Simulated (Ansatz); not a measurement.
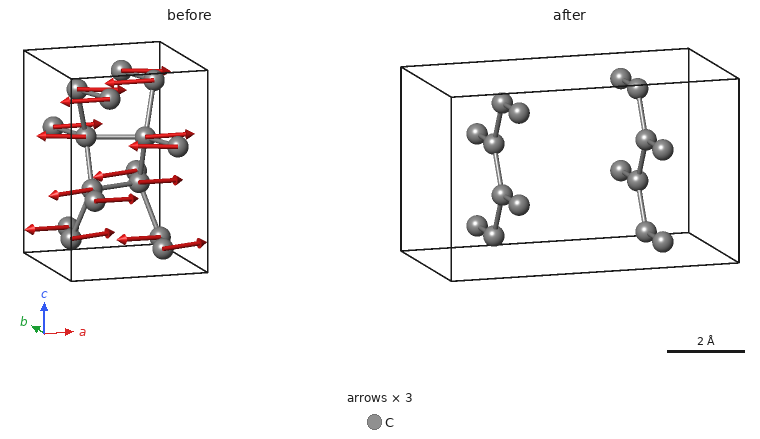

The structure of solid C (a generated structure, set up in Ccce) (coarse preliminary run) before (left) and after (right) a relaxation, at one scale. The red arrows give the displacements (the part carried along by the change of the cell is left out), magnified 3 times.

Style: ball-and-stick. Shown: the conventional cell (2 times the calculation's cell), slightly off an axis. Lengths and directions refer to the drawn axes.

The calculation used Ansatz, DFT PBE, scalar-relativistic, plane waves, PAW. Set-up: plane-wave cutoff 420 eV; k-point mesh 6 × 6 × 4; occupations gaussian; smearing width 0.1 eV; no spin polarisation; cell and atoms relaxed; force threshold 0.04 eV/Å; at most 70 steps.

### What changed between the two?

After 28 accepted moves (33 points after the start) the energy has fallen by 13.901 eV per cell of the calculation. Largest force component: 4.4 eV/Å at the start, 0.0016 eV/Å at the end. The pressure goes from 75.43 to 0.08 GPa. The SCF was repeated 5 times at an unchanged geometry on a basis and grid sized afresh for the cell, which shifted the energy by 1.375 eV per cell of the calculation at most. The largest moves relative to the cell, 0.44 Å, are those of C atoms. Cell: a 3.767 → 7.954 Å (+111.1 %), b 4.045 → 4.269 Å (+5.6 %), c 5.424 → 4.936 Å (−9.0 %). Volume +102.8 %. Some distances before and after: C–C 1.562 → 4.040 Å, C–C 1.975 → 4.164 Å, C–C 1.559 → 1.422 Å, C–C 1.414 → 1.425 Å. Bonds break: C–C (1.56 → 4.04 Å). Among the angles between lasting bonds that change: C–C–C 135.9° → 120.0°, C–C–C 104.7° → 120.0°, C–C–C 110.7° → 120.0°. The space group (tolerance 0.01 Å) goes from Ccce (No. 68) to Fmmm (No. 69). Cost: 120 s on 1 thread of Arm Neoverse V1, with other jobs on the host, peak memory 0.36 GiB.
